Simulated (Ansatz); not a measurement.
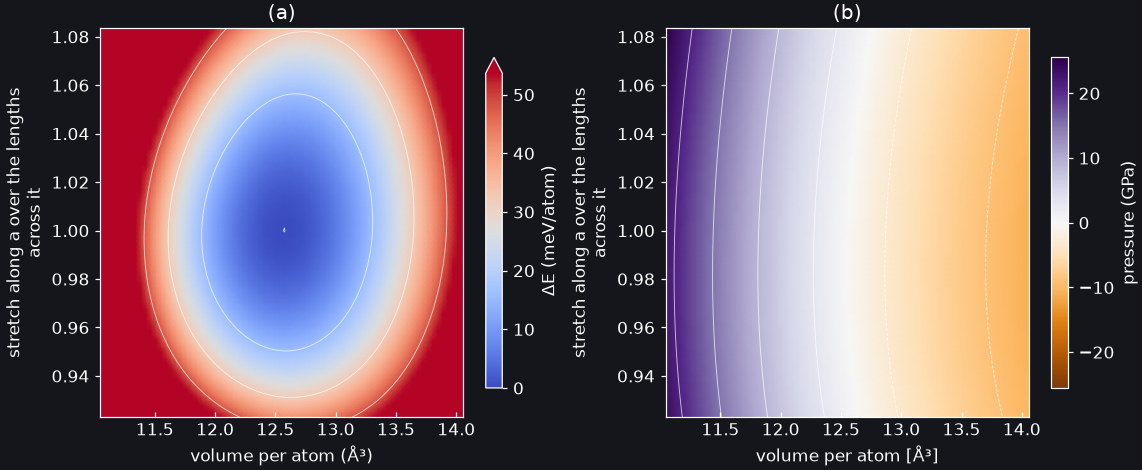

Cu (Cmcm, No. 63; 2 atoms in the cell). The energy is mapped over volume and the cell's shape. The first coordinate is: volume per atom; the second: stretch along a over the lengths across it, relative to the relaxed cell. Nothing is relaxed (fractional coordinates fixed). The grid has 5 × 5 points. Points are written as (first, second). Energies: meV/atom, counted from the lowest grid point. The calculation used Ansatz 0.2.0, DFT PBE, scalar-relativistic, plane waves, PAW. Settings: cutoff 520 eV, k-mesh 20×20×20, gaussian smearing 0.15 eV, no spin polarisation.

Panel (a) is the energy and panel (b) the computed pressure on the same grid.

The picture shows a smooth colour map with a few white contour lines, one colour for all values above the top of the scale. Between grid points the surface is interpolated.

> How does the pressure vary over the map, and what is it at the lowest grid point?

It runs from −10.9 GPa at (14.06 Å³, 1.000) to 25.5 GPa at (11.05 Å³, 1.083). At the lowest grid point, (12.55 Å³, 1.000), it is 0.0 GPa. The pressure is minus the slope of the energy with volume, so it vanishes at the true minimum, which need not be a grid point.

PAW datasets: the set soft_1.
